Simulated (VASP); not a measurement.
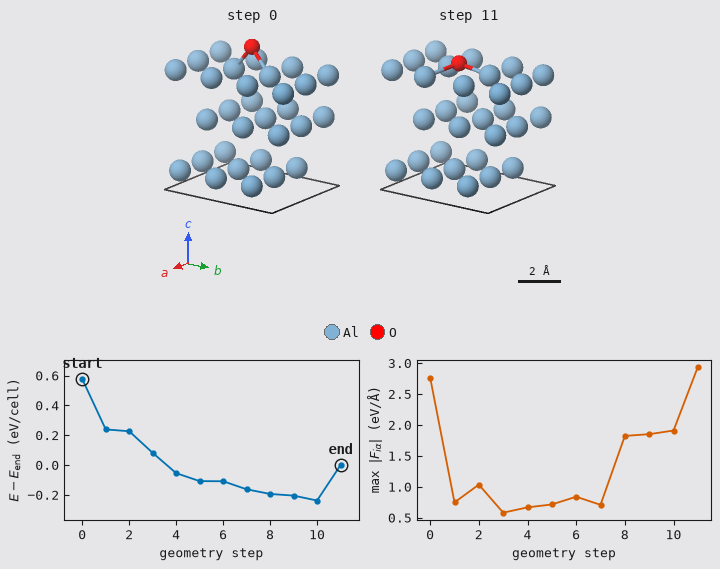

First and last geometry of a relaxation of a slab of composition Al$_{27}$O, with the history of the run. The picture is a ball-and-stick view of the cell of the calculation, outlined in the plane, without the vacuum (origin shifted), seen slightly off an axis.

The run lets the atoms move in a fixed cell. 9 atoms are held fixed.

All numbers below come from Kohn-Sham DFT of a periodic cell, PBEsol, VASP PAW PBE potentials, recommended (VASP).

Input file:
```
  ALGO = Fast
  EDIFF = 1E-6
  EDIFFG = -0.08
  ENCUT = 520
  GGA = PS
  IBRION = 2
  ISIF = 2
  ISMEAR = -1
  LASPH = T
  LCHARG = F
  LREAL = Auto
  LWAVE = F
  NELM = 100
  NSW = 45
  PREC = Accurate
  SIGMA = 0.15
```

Command:
```bash
cat potpaw_PBE.64/Al/POTCAR potpaw_PBE.64/O/POTCAR > POTCAR
mpirun -np 1 vasp_std > vasp.out
```

**Read the history and describe the run.**

The run was cut off at its time limit before the relaxation converged, so the last structure is only a point on the way. The O atom moves most: 0.92 Å at 34° to the normal (−c side). Largest moves by element: O 0.92 Å, Al 0.25 Å. The cell stays as it was. Among the contacts that change: Al–O 2.790 → 2.178 Å, Al–O 1.927 → 1.725 Å, Al–O 1.914 → 1.848 Å. New bonds form, among them: Al–O (2.79 → 2.18 Å). Bond angles that change, for instance: Al–O–Al 96.4° → 132.2°. Over 11 geometry steps the energy falls by 0.577 eV per cell of the calculation. The largest force component goes from 2.8 to 2.9 eV/Å.

| step | E − E(0), meV/atom | largest force component, eV/Å |
| --- | --- | --- |
| 0 | 0.00 | 2.7655 |
| 1 | -12.06 | 0.7493 |
| 2 | -12.51 | 1.0370 |
| 3 | -17.68 | 0.5830 |
| 4 | -22.54 | 0.6691 |
| 5 | -24.45 | 0.7159 |
| 6 | -24.47 | 0.8409 |
| 7 | -26.40 | 0.7101 |
| 8 | -27.52 | 1.8242 |
| 9 | -27.91 | 1.8528 |
| 10 | -29.09 | 1.9114 |
| 11 | -20.62 | 2.9409 |
